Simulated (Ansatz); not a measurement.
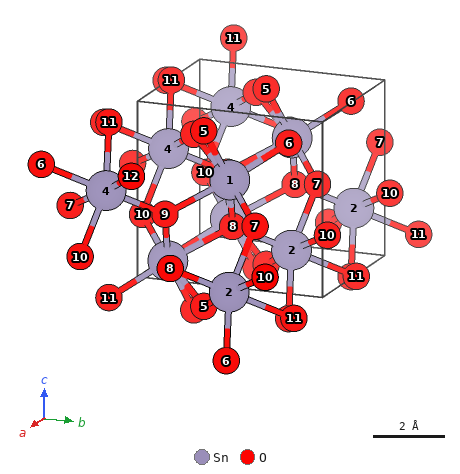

The starting point is solid SnO2 (set up in Pbcn). A ball-and-stick model of the cell of the calculation, repeated 2 × 1 × 1 with one cell outlined, seen slightly off an axis.

The calculation used Ansatz 0.2.0, DFT LDA, scalar-relativistic, plane waves, PAW. Settings: plane-wave cutoff 420 eV; k-point mesh 6 × 6 × 6; occupations gaussian; smearing width 0.02 eV; no spin polarisation.

The variant: The crystal is put under a hydrostatic pressure of 5 GPa. Cell and atoms are relaxed at that pressure.

### What does the calculation give for the changed structure?

Energy change: +4.2 meV per atom. Pressure: 0.0 GPa before, 5.0 GPa after. The gap on the k-mesh goes from 1.50 to 1.75 eV. The drawn cell changes as follows: a 4.703 → 4.670 Å (−0.7 %), b 5.695 → 5.641 Å (−0.9 %), c 5.204 → 5.164 Å (−0.8 %); the volume changes by −2.4 %. The largest moves relative to the cell, 0.018 Å, are those of O atoms. By element the largest moves are O 0.018 Å, Sn 0.011 Å. Among the bonded contacts that change: O–Sn 2.022 → 2.005 Å, O–Sn 2.095 → 2.082 Å, O–Sn 2.053 → 2.041 Å. The space group stays Pbcn (No. 60).
